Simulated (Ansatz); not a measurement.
**Geometry relaxation of NiSi (part 1 of 3)**

- system: NiSi (slab, 24 atoms in the cell)
- method: DFT PBE, scalar-relativistic, plane waves, PAW, no spin polarisation (Ansatz 0.2.0)

The structure derives from a Materials Project entry. It belongs to a series of runs on one base structure; here: (1 0 1) slab, atoms relaxed.

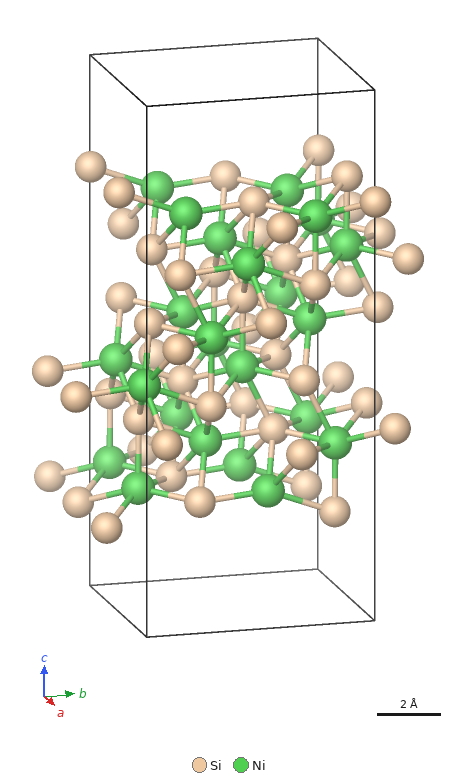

*The structure as given in the input (ball-and-stick view of the 2 × 1 repeat of the cell, with the vacuum cut short, seen slightly off an axis; bonded neighbours outside the cell are drawn too).*

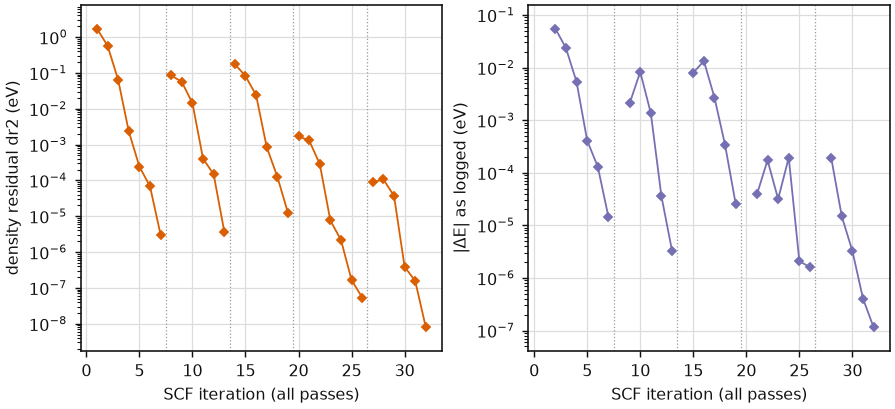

*Convergence of the self-consistent field: density residual dr2 and size of the energy change against the SCF iteration. The dotted lines part the SCF passes of the relaxation: geometry steps, rejected trials and re-solves on a re-selected basis.*

The 5 passes take 6 to 7 iterations each, 32 in all.

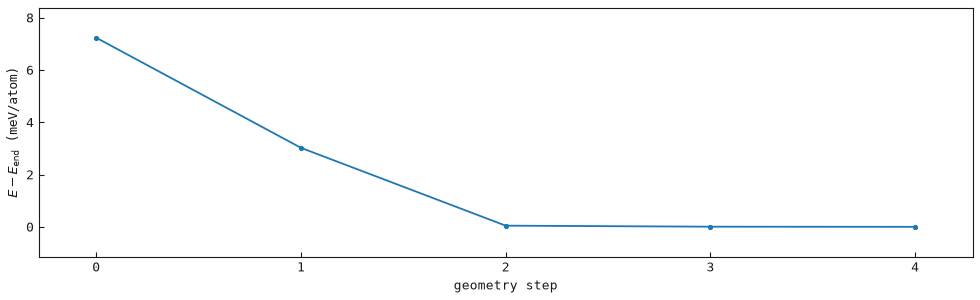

*Progress of the relaxation, step by step (the first geometry is step 0 here and step 1 in the log).*

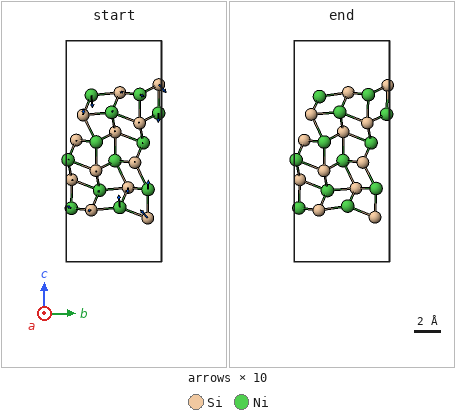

*Before (left) and after (right) the relaxation, at one scale (ball-and-stick view of the cell of the calculation, with the vacuum cut short, along the a axis). The blue arrows give the displacements, magnified 10 times.*

The largest moves, 0.11 Å, are those of Ni4 and Ni21. By element the largest moves are Ni 0.11 Å, Si 0.09 Å. The cell stays as it was. Distances before and after: Ni4–Si7 2.407 → 2.306 Å, Ni6–Si10 2.390 → 2.335 Å, Ni14–Si18 2.390 → 2.441 Å, Ni21–Si23 2.287 → 2.325 Å. Among the angles that change: Ni19–Si18–Ni21 130.7° → 136.4°, Si17–Ni19–Si18 157.0° → 162.4°, Si7–Ni4–Si7 89.0° → 94.1°. Over 4 geometry steps the energy falls by 7.2 meV per atom. Largest force component: 0.73 eV/Å at the start, 0.002 eV/Å at the end. (Atoms are counted from 1 in the order of the input.)

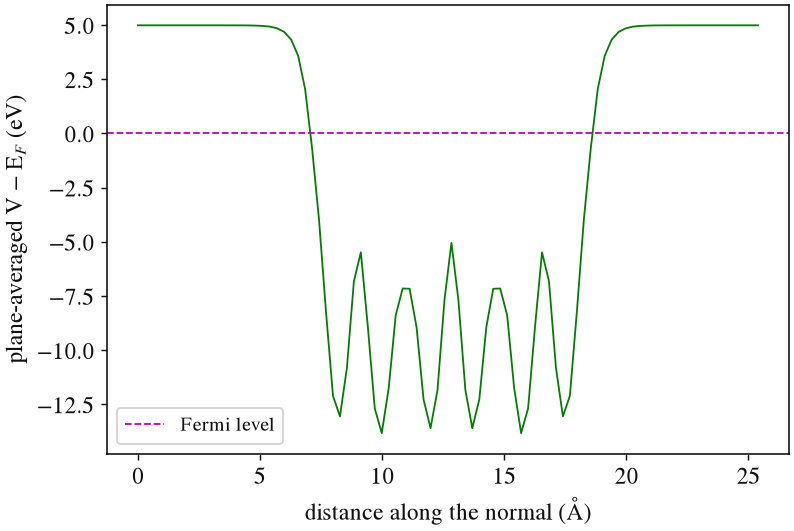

*Plane average of the electrostatic potential energy of an electron across the cell, from the Fermi level.*

The vacuum level lies 4.99 eV above the Fermi level.

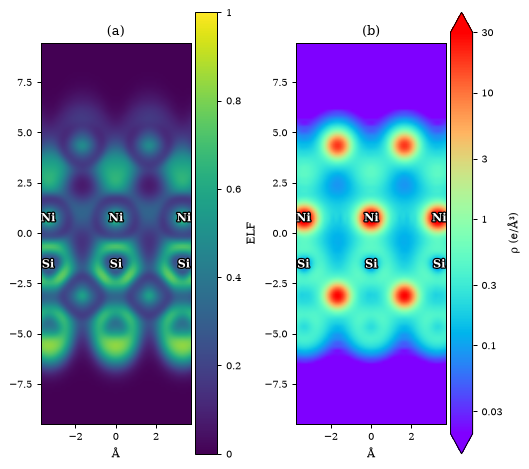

*(a) electron localisation function; (b) valence charge density (pseudo) on the (010) plane of the calculation cell, a cut from vacuum to vacuum.*

Atoms in the plane: Si and Ni. Si–Ni (2.30 Å): ρ at the midpoint is about 0.49 e/Å³; the ELF is about 0.50 at the midpoint. The density dies away to nearly zero in the vacuum. The strong features right at Ni lie inside the PAW spheres (semicore, d or f shells) and say nothing about bonding. The fields are those of the smooth PAW valence density.

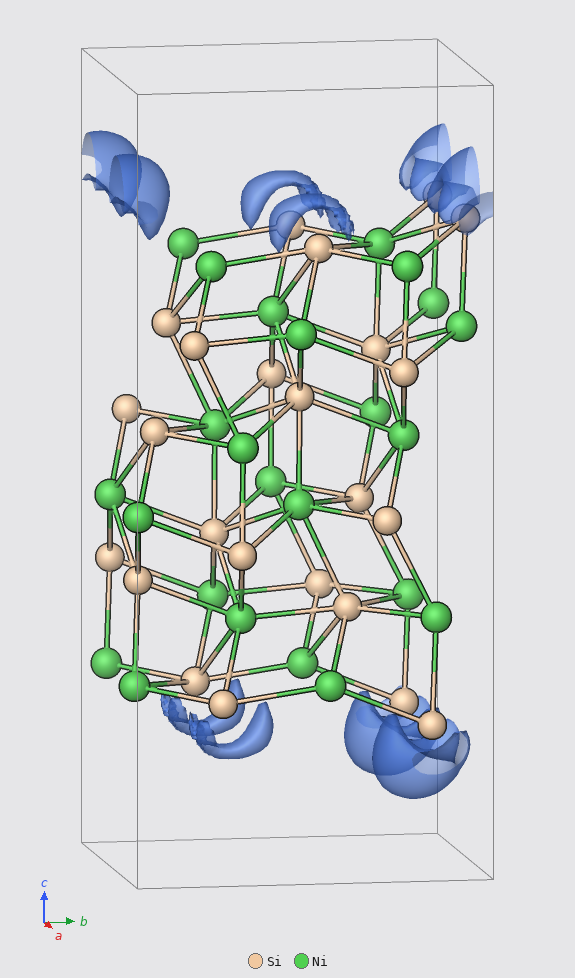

*Isosurface of the electron localisation function at 0.8 (blue), seen slightly off an axis. Core shells and regions of very low density are left out. Sticks mark near contacts.*

Counts are for one cell; the picture repeats the cell along the surface.  Values along the shortest contacts: Si–Ni (2.26 Å): the ELF is about 0.50 at the midpoint. Si–Ni (2.30 Å): the ELF is about 0.45 at the midpoint.

The input that produced these results follows, with the program's output.

### Input
```yaml
crystal:
  lattice:
    - [3.3757621829, 0.0, 0.0]
    - [0.0, 7.6245701446, 0.0]
    - [0.0, 0.0, 25.6756543382]
  atoms:
    - { symbol: Si, position: [0.75, 0.8558614007, 0.2921055059] }
    - { symbol: Si, position: [0.75, 0.2645189474, 0.3169901768] }
    - { symbol: Ni, position: [0.25, 0.0555258592, 0.3229714861] }
    - { symbol: Ni, position: [0.75, 0.5631094652, 0.3254262189] }
    - { symbol: Ni, position: [0.25, 0.3509069927, 0.3787163557] }
    - { symbol: Ni, position: [0.75, 0.8584905988, 0.3811710885] }
    - { symbol: Si, position: [0.25, 0.6494975106, 0.3871523978] }
    - { symbol: Si, position: [0.25, 0.0581550573, 0.4120370687] }
    - { symbol: Si, position: [0.75, 0.3128696297, 0.4400342186] }
    - { symbol: Si, position: [0.75, 0.7215271764, 0.4649188895] }
    - { symbol: Ni, position: [0.25, 0.5125340882, 0.4709001988] }
    - { symbol: Ni, position: [0.75, 0.0201176942, 0.4733549316] }
    - { symbol: Ni, position: [0.25, 0.8079152217, 0.5266450684] }
    - { symbol: Ni, position: [0.75, 0.3154988278, 0.5290998012] }
    - { symbol: Si, position: [0.25, 0.1065057396, 0.5350811105] }
    - { symbol: Si, position: [0.25, 0.5151632862, 0.5599657814] }
    - { symbol: Si, position: [0.75, 0.7698778587, 0.5879629313] }
    - { symbol: Si, position: [0.75, 0.1785354054, 0.6128476022] }
    - { symbol: Ni, position: [0.25, 0.9695423171, 0.6188289115] }
    - { symbol: Ni, position: [0.75, 0.4771259232, 0.6212836443] }
    - { symbol: Ni, position: [0.25, 0.2649234507, 0.6745737811] }
    - { symbol: Ni, position: [0.75, 0.7725070568, 0.6770285139] }
    - { symbol: Si, position: [0.25, 0.5635139686, 0.6830098232] }
    - { symbol: Si, position: [0.25, 0.9721715152, 0.7078944941] }
basis:
  ecutwfc: 420
kpoints:
  mp_grid: { grid: [10, 5, 1] }
hamiltonian:
  xc: pbe
scf:
  occupations: { method: gaussian, width: 0.1 }
output:
  forces: true
  eigenvalues: true
  write_density: true
  write_potential: true
  elf: true
  volumetric_format: npy
relax:
  adjacent_minimum: "off"
  f_tol: 0.02
  max_steps: 60
efield:
  axis: 3
  dipole_correction: true
  ramp_width: 0.04
```

Run as:
```bash
ansatz run input.yaml --threads 4 --pin off --max-ram 8192MiB --backend cpu --events-out ev --progress --plain --runs-dir out
```

### Output
```
Engine: ansatz 0.2.0, aarch64-unknown-linux-gnu
Pseudopotentials: kind: paw
Pseudopotential: Si, paw, valence charge 4, recommended cutoff 420 eV (normal), Si.paw.azcp
Pseudopotential: Ni, paw, valence charge 18, recommended cutoff 420 eV (normal), Ni.paw.azcp
Functional definition: PBE
  parameter kappa = 0.804
  parameter beta = 0.06672455060314922
  exchange = pbe_x(kappa = kappa, mu = beta*pi^2/3)
  correlation = pbe_c(beta = beta)
Crystal: 24 atoms, lattice volume = 660.859 Å³
Basis set: ecut = 420 eV, 12899 PW (Γ), exchange–correlation on 48×108×360 points (8 copies of the dense FFT grid, shifted against one another)
Bands: 159, of which v1, the nominal top of the filled ones, is band 132 counted from 1 (131 counted from 0)
Symmetry: 2 space group operations
k-points: 18 of 50 (time reversal used)
Non-local potential: Si, projectors of the file, l = 0: 2, l = 1: 2, l = 2: 2
Non-local potential: Ni, projectors of the file, l = 0: 3, l = 1: 2, l = 2: 3, l = 3: 1
PAW form: soft (Blöchl's): semilocal exchange-correlation on the pseudo side does not see the compensation charge
PAW one-centre angular grid: Si, 110 points (default); XC on 64 Gauss nodes
PAW one-centre angular grid: Ni, 590 points (default); XC on 64 Gauss nodes
Initial density: superposition of atomic densities (neutral atoms: chi_scale 0, normalization atom), corrected by the library's trained network
Initial wavefunctions: pseudopotential atomic-orbital guess
Functional: x = pbe(κ = 0.804, μ = 0.2195149727645171), c = pbe(β = 0.06672455060314922)
SCF iter   1: F=—  HF=-77712.585334 eV  |F-HF|=—  |Δ(HF+E_count)|=         —  Δρ=7.51e-3  dr2=1.72e0  ethr=1.77e-3  p=0.000 e·Å  D=1.43e-11 V/Å  ΔV_dip=-0.00 eV  dr2_dipole=7.55e-8  V_vac-E_F(+/−)=4.79/4.79 eV  ⟨swp⟩=7.8  Hψ=13310  notcnv=0  defer=70
efield: sawtooth ramp at fractional position 0.9800 (placed from the atoms, in the widest stretch of the axis that holds none; the zero of the levels goes with the place), width 0.0400; the density the first Hamiltonian is built on has a dipole p = 0.000 e·Å; the dipole correction subtracts the counter field D = 1.43e-11 V/Å, which shifts the + side's vacuum level by -0.00 eV against the − side's; the planar-averaged density in the ramp window peaks in size at 6.1e-6 e/Å³
preconditioner: auto → LDOS  [metal: Δε(μ)=0.021 eV  Ē_g=6.336 eV  σ=0.100 eV  W_gap=0.12  n_scr=136 (ndim 8)  ℏωp=18.7 eV  f_vac=0.491  D(μ)=7.14/eV (n_scr^D=28)  β→1.0]
SCF iter   2: F=—  HF=-77712.530382 eV  |F-HF|=—  |Δ(HF+E_count)|=   5.50e-2  Δρ=5.60e-3  dr2=5.72e-1  ethr=6.51e-4  p=0.000 e·Å  D=1.93e-5 V/Å  ΔV_dip=-0.00 eV  dr2_dipole=1.99e-8  V_vac-E_F(+/−)=5.14/5.14 eV  ⟨swp⟩=2.0  Hψ=3437  notcnv=0  defer=327
SCF iter   3: F=—  HF=-77712.506985 eV  |F-HF|=—  |Δ(HF+E_count)|=   2.34e-2  Δρ=3.76e-3  dr2=6.36e-2  ethr=2.17e-4  p=-0.000 e·Å  D=-2.86e-5 V/Å  ΔV_dip=0.00 eV  dr2_dipole=3.36e-8  V_vac-E_F(+/−)=4.98/4.98 eV  ⟨swp⟩=2.0  Hψ=3746  notcnv=0  defer=327
SCF iter   4: F=—  HF=-77712.501671 eV  |F-HF|=—  |Δ(HF+E_count)|=   5.31e-3  Δρ=7.34e-4  dr2=2.32e-3  ethr=2.41e-5  p=-0.000 e·Å  D=-2.59e-6 V/Å  ΔV_dip=0.00 eV  dr2_dipole=1.91e-8  V_vac-E_F(+/−)=5.00/5.00 eV  ⟨swp⟩=2.3  Hψ=3906  notcnv=0  defer=327
SCF iter   5: F=—  HF=-77712.502079 eV  |F-HF|=—  |Δ(HF+E_count)|=   4.09e-4  Δρ=2.20e-4  dr2=2.43e-4  ethr=8.79e-7  p=-0.000 e·Å  D=-1.85e-6 V/Å  ΔV_dip=0.00 eV  dr2_dipole=3.84e-10  V_vac-E_F(+/−)=5.00/5.00 eV  ⟨swp⟩=2.9  Hψ=4727  notcnv=0  defer=281
SCF iter   6: F=—  HF=-77712.502209 eV  |F-HF|=—  |Δ(HF+E_count)|=   1.30e-4  Δρ=1.25e-4  dr2=6.81e-5  ethr=9.20e-8  p=0.000 e·Å  D=9.42e-7 V/Å  ΔV_dip=-0.00 eV  dr2_dipole=3.85e-9  V_vac-E_F(+/−)=5.01/5.01 eV  ⟨swp⟩=2.0  Hψ=3960  notcnv=0  defer=281
SCF iter   7: F=-77712.502227 eV  HF=-77712.502223 eV  |F-HF|=3.52e-6  |Δ(HF+E_count)|=   1.46e-5  Δρ=2.45e-5  dr2=3.02e-6  ethr=3.79e-9  p=-0.000 e·Å  D=-4.69e-7 V/Å  ΔV_dip=0.00 eV  dr2_dipole=8.17e-10  V_vac-E_F(+/−)=5.01/5.01 eV  ⟨swp⟩=23.3  Hψ=33840  notcnv=0
SCF 1 converged in 7 iterations: F = -77712.502227 eV  dr2 = 3.02e-6
  greatest PAW one-centre occupation: 1.001 electrons in one spin orbital (limit 2), on the Ni atom at site 3 (counted from 0), in its partial waves of l = 1
relax step   1: F+E_penalty+E_count = -77712.50222694 eV  Δ(F+E_penalty+E_count) = +0.000e0 eV  max|allowed force component| = 7.327e-1 eV/Å  Δτ_max = 0.0000 Å  (7 SCF iters, dr2 threshold 1.00e-5 eV, accepted)
Initial density: handed on by an earlier stage of this run
Initial wavefunctions: those handed on with the density
iter 1 solved again at ethr=3.54e-5 eV; its pass at ethr=3.10e-3 eV (dr2=9.35e-2 eV) is discarded
SCF iter   1: F=—  HF=-77712.610783 eV  |F-HF|=—  |Δ(HF+E_count)|=         —  Δρ=2.93e-3  dr2=8.54e-2  ethr=3.54e-5  p=-0.000 e·Å  D=-4.69e-7 V/Å  ΔV_dip=0.00 eV  dr2_dipole=2.43e-10  V_vac-E_F(+/−)=5.01/5.01 eV  ⟨swp⟩=2.0  Hψ=8418  notcnv=0  defer=326
efield: sawtooth ramp at fractional position 0.9800 (handed on by an earlier solve), width 0.0400; the density the first Hamiltonian is built on has a dipole p = -0.000 e·Å; the dipole correction subtracts the counter field D = -4.69e-7 V/Å, which shifts the + side's vacuum level by +0.00 eV against the − side's; the planar-averaged density in the ramp window peaks in size at 3.5e-7 e/Å³
preconditioner: auto → LDOS  [metal: Δε(μ)=0.042 eV  Ē_g=6.396 eV  σ=0.100 eV  W_gap=0.24  n_scr=136 (ndim 8)  ℏωp=18.7 eV  f_vac=0.492  D(μ)=7.34/eV (n_scr^D=28)  β→1.0]
SCF iter   2: F=—  HF=-77712.612859 eV  |F-HF|=—  |Δ(HF+E_count)|=   2.08e-3  Δρ=2.60e-3  dr2=5.57e-2  ethr=3.24e-5  p=-0.000 e·Å  D=-6.04e-6 V/Å  ΔV_dip=0.00 eV  dr2_dipole=2.40e-7  V_vac-E_F(+/−)=4.98/4.98 eV  ⟨swp⟩=2.0  Hψ=4266  notcnv=0  defer=326
SCF iter   3: F=—  HF=-77712.604574 eV  |F-HF|=—  |Δ(HF+E_count)|=   8.28e-3  Δρ=1.82e-3  dr2=1.43e-2  ethr=2.11e-5  p=0.000 e·Å  D=3.06e-6 V/Å  ΔV_dip=-0.00 eV  dr2_dipole=4.57e-11  V_vac-E_F(+/−)=5.00/5.00 eV  ⟨swp⟩=2.0  Hψ=4202  notcnv=0  defer=326
SCF iter   4: F=—  HF=-77712.603223 eV  |F-HF|=—  |Δ(HF+E_count)|=   1.35e-3  Δρ=2.84e-4  dr2=4.03e-4  ethr=5.42e-6  p=0.000 e·Å  D=2.51e-6 V/Å  ΔV_dip=-0.00 eV  dr2_dipole=6.10e-9  V_vac-E_F(+/−)=5.00/5.00 eV  ⟨swp⟩=2.0  Hψ=3728  notcnv=0  defer=327
SCF iter   5: F=—  HF=-77712.603259 eV  |F-HF|=—  |Δ(HF+E_count)|=   3.55e-5  Δρ=1.89e-4  dr2=1.48e-4  ethr=1.53e-7  p=0.000 e·Å  D=1.54e-7 V/Å  ΔV_dip=-0.00 eV  dr2_dipole=2.42e-9  V_vac-E_F(+/−)=5.00/5.00 eV  ⟨swp⟩=3.5  Hψ=5927  notcnv=0  defer=327
SCF iter   6: F=-77712.603287 eV  HF=-77712.603262 eV  |F-HF|=2.47e-5  |Δ(HF+E_count)|=   3.29e-6  Δρ=3.16e-5  dr2=3.73e-6  ethr=1.27e-8  p=0.000 e·Å  D=2.80e-7 V/Å  ΔV_dip=-0.00 eV  dr2_dipole=8.01e-10  V_vac-E_F(+/−)=5.00/5.00 eV  ⟨swp⟩=22.5  Hψ=33291  notcnv=0
SCF 2 converged in 6 iterations: F = -77712.603287 eV  dr2 = 3.73e-6
relax step   2: F+E_penalty+E_count = -77712.60328659 eV  Δ(F+E_penalty+E_count) = -1.011e-1 eV  max|allowed force component| = 5.095e-1 eV/Å  Δτ_max = 0.0480 Å  (6 SCF iters, dr2 threshold 3.36e-5 eV, accepted)
```
